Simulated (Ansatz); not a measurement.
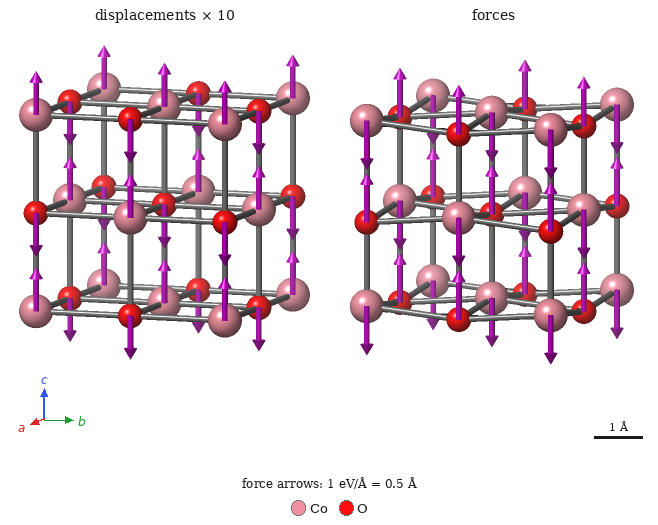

Left: solid CoO (set up in I4/mmm) in its unrelaxed database cell, with purple arrows for the displacements applied to it (without the part that the change of the cell carries along). Right: the displaced structure with the computed forces. Besides, the cell is strained by −5.6 % along c and −2.6 % across it (volume −10.4 %). A ball-and-stick model of the conventional cell (4 times the calculation's cell), seen slightly off an axis. Lengths and directions refer to the drawn axes.

All numbers below come from Ansatz, DFT PBE, scalar-relativistic, plane waves, PAW. Settings: plane-wave cutoff 420 eV; occupations gaussian; smearing width 0.1 eV; collinear spin. The k-mesh is chosen for each cell (20×20×20, 18×18×18).

Question: How do the forces relate to the distortion?

Answer: Atoms are displaced by 0.09 Å relative to the cell: Co 0.09 Å along +c, O 0.09 Å along −c. No relaxation follows. Among the bonded contacts that change: Co–O 2.107 → 1.800 to 2.178 Å, Co–O 2.133 → 2.086 Å. The space group (tolerance 0.01 Å) goes from I4/mmm (No. 139) to I4mm (No. 107). The energy rises by 150 meV per atom. (The two runs use different k-meshes.) The pressure goes from 0.0 to 27.6 GPa. The principal stresses (compression positive) are 46.4 GPa along c and 18.2 GPa across it. The largest forces, 2.1 eV/Å, act on Co and O; on the O atom it points along +c. The forces point straight back along the displacements (cosine −1.00). The absolute magnetisation per cell goes from 2.94 to 2.41 μB (net moment 2.92 and 2.41 μB).
